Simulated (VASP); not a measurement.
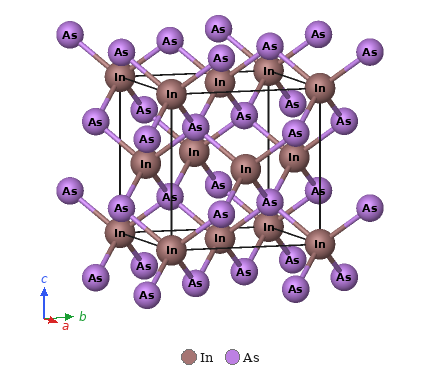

The compound is InAs (space group F-43m, No. 216), taken as the geometry relaxed with VASP, VASP Kohn-Sham DFT of a periodic cell, HSEsol, VASP PAW PBE potentials, recommended.

Bonds are taken as As–In below 2.9 Å; no other contact counts. The graph is simplified in the usual way: terminal and isolated atoms are pruned, two-connected atoms become edges.

**What kind of net remains, and which atoms are its nodes?**

A uninodal 4-connected, three-periodic net: In and As are 4-connected nodes.

**Which named net is it?**

It is the dia net, known from diamond, zinc blende and cristobalite.

**Is the net interpenetrated?**

It is a single net, without interpenetration.

**Give the first four terms of the coordination sequence (nodes one, two, three … edges away).**

In and As: 4, 12, 24, 42.

The simplified net, drawn on the atoms' positions. Nodes are coloured by element. Edges to nodes outside the piece are drawn as stubs.

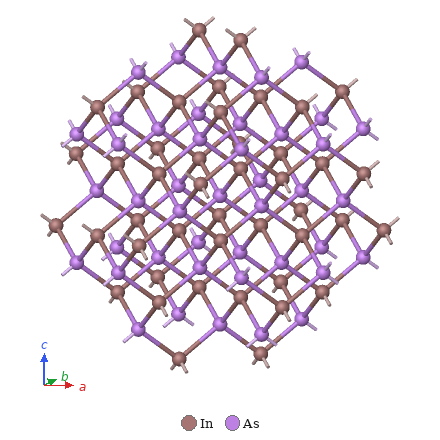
